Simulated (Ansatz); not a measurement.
TaC

```cif
data_structure
_symmetry_space_group_name_H-M 'P 1'
_symmetry_Int_Tables_number 1
_cell_length_a 4.2885
_cell_length_b 4.2885
_cell_length_c 4.2885
_cell_angle_alpha 90.000
_cell_angle_beta 90.000
_cell_angle_gamma 90.000
_cell_volume 78.87
loop_
_atom_site_label
_atom_site_type_symbol
_atom_site_fract_x
_atom_site_fract_y
_atom_site_fract_z
_atom_site_occupancy
Ta1 Ta 0.00000 0.00000 0.00000 1
Ta2 Ta 0.50000 0.50000 0.00000 1
Ta3 Ta 0.50000 0.00000 0.50000 1
Ta4 Ta 0.00000 0.50000 0.50000 1
C1 C 0.50000 0.00000 0.00000 1
C2 C 0.00000 0.50000 0.00000 1
C3 C 0.00000 0.00000 0.50000 1
C4 C 0.50000 0.50000 0.50000 1
```

Space group Fm-3m; changed on purpose from its base cell (volume × 0.88); computed pressure about 54 GPa in this cell; computed without spin polarisation.

Computed with DFT PBE, scalar-relativistic, plane waves, PAW (Ansatz 0.2.0).

The density is the valence pseudo-density of a PAW calculation; it isn't the true density close to the nuclei.

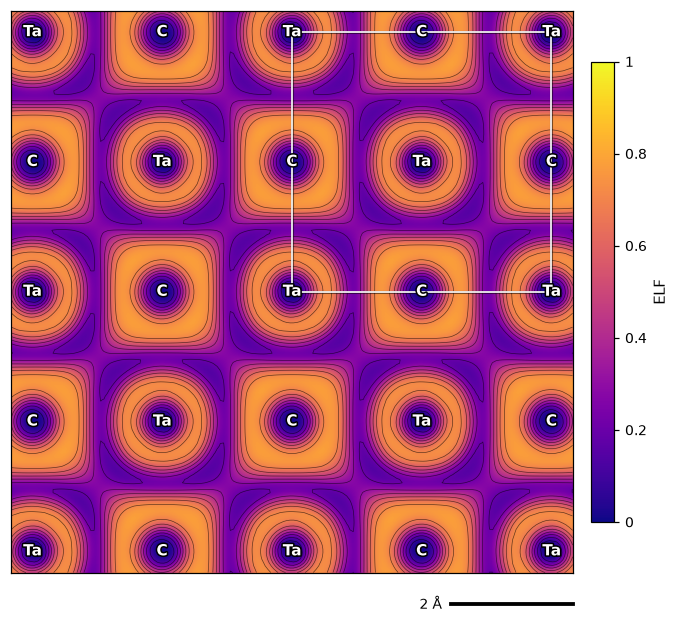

Figure 1. ELF on the (100) plane of the conventional cell.

**What do the fields say about this system?**

Atoms in the plane: Ta and C. Ta–C (2.14 Å): the ELF peaks at about 0.75 in the valence shell of C, 0.7 Å from its nucleus, and is about 0.25 at the midpoint. Ta–Ta (3.03 Å): the ELF is about 0.25 at the midpoint: no shared electron pair shows on this line. The features right at Ta lie inside the PAW spheres, where the map follows smoothed inner orbitals and isn't to be read closely.

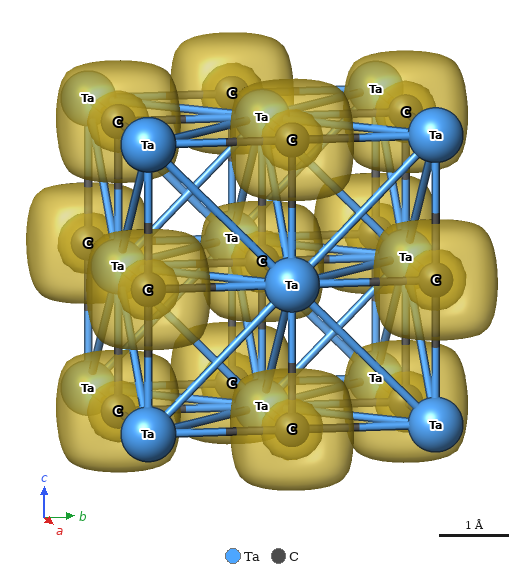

Figure 2. Isosurface of the ELF at 0.6 (yellow), seen slightly off an axis. Core shells and regions of very low density are left out. Sticks mark near contacts.

**Describe the localisation domains.**

The ELF exceeds this value in four regions wrapped around C (the valence shell of each), counted in one cell of 8 atoms. Any copies at cell faces, edges or corners count once.

**Metal or insulator at this level of theory?**

It is metallic or semimetallic at this level of theory: no gap opens.
